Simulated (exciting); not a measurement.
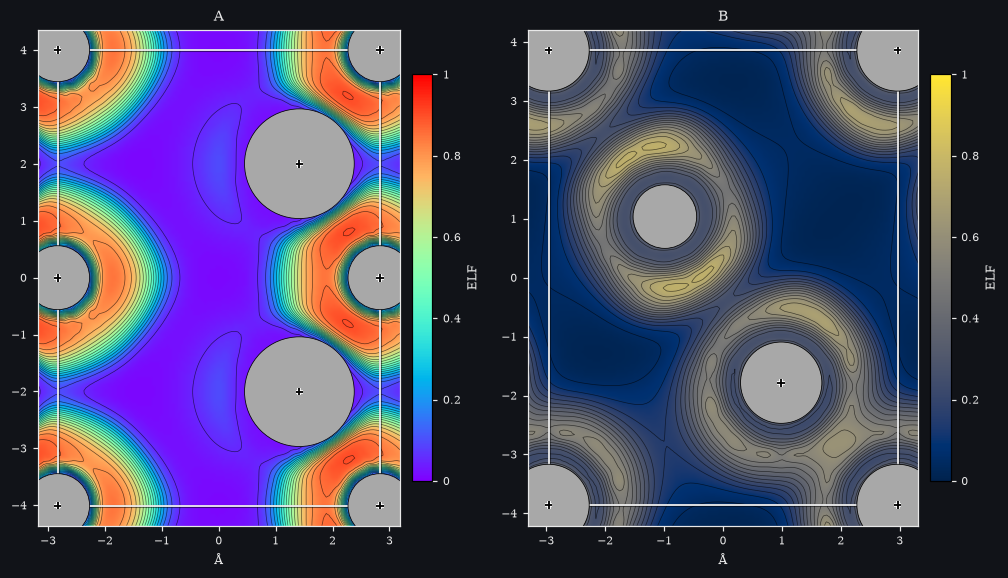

The ELF of 2 systems, each on a plane through atoms (crosses mark nuclei in the plane; grey discs cover the cores).

All numbers below come from exciting sodium, Kohn-Sham DFT of a periodic cell, PBE, all-electron LAPW+lo, shipped species files.

System 1: MgS, the (011) plane of the conventional cell. Space group F-43m; a structure from a database of computed crystals, not necessarily the ambient phase.

```
CELL_PARAMETERS angstrom
5.66624 0.00000 0.00000
0.00000 0.00000 -5.66624
0.00000 5.66624 0.00000
ATOMIC_POSITIONS crystal
S 0.25000 0.75000 0.25000
S 0.75000 0.75000 0.75000
S 0.75000 0.25000 0.25000
S 0.25000 0.25000 0.75000
Mg 0.50000 0.50000 0.00000
Mg 0.00000 0.50000 0.50000
Mg 0.00000 0.00000 0.00000
Mg 0.50000 0.00000 0.50000
```

System 2: Te, the (110) plane of the conventional cell. Space group P3₁21.

**Which map belongs to which system?**

Panel A is system 1, MgS: the plane holds S and Mg. Mg–S (2.45 Å): the ELF peaks at about 0.90 in the valence shell of S, 1.0 Å from its nucleus, and falls to about 0.05 next to Mg: an ionic contact with no shared pair. Panel B is system 2, Te: the plane holds Te. Te–Te (2.86 Å): the ELF peaks at about 0.60 between the atoms.
